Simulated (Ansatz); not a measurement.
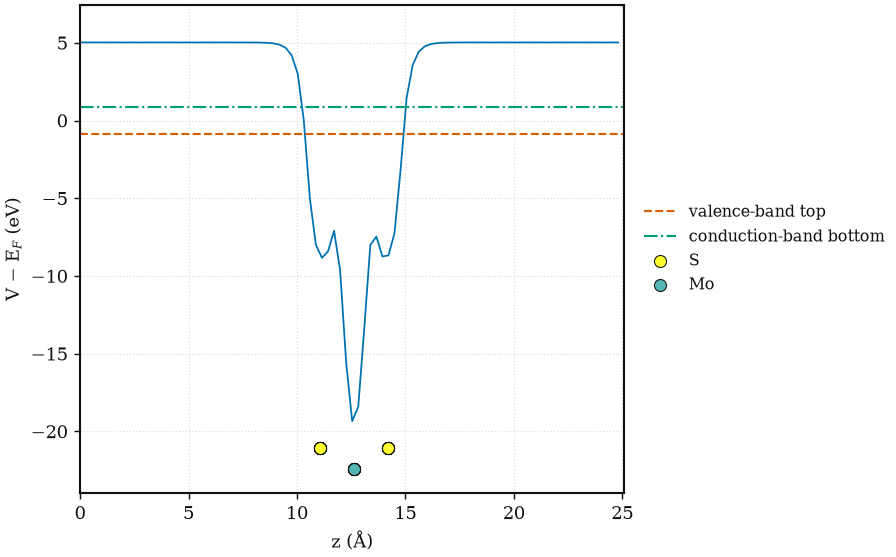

Plane-averaged electrostatic potential energy of an electron across the slab; circles at the bottom mark the heights of the atoms.

Structure: a (001) slab cut from MoS2 (R3m), ended by S planes, 27 atoms in the cell, the slab at its places in the relaxed adsorbed structure.

Level of theory: DFT PBE+D3(BJ), scalar-relativistic, plane waves, PAW, no spin polarisation, 2×2×1 k mesh; code Ansatz 0.2.0.

### What are the ionisation potential and the electron affinity of the slab?

From the vacuum level at the right face the ionisation potential is 5.92 eV and the electron affinity 4.14 eV; the left face gives the same. The slab's gap, their difference before rounding, is 1.78 eV. The two vacuum levels agree, so the slab has no net dipole along its normal.

### How thick are slab and vacuum?

The outermost atoms are 3.1 Å apart, which leaves 22.0 Å of vacuum in a cell 25.1 Å high.
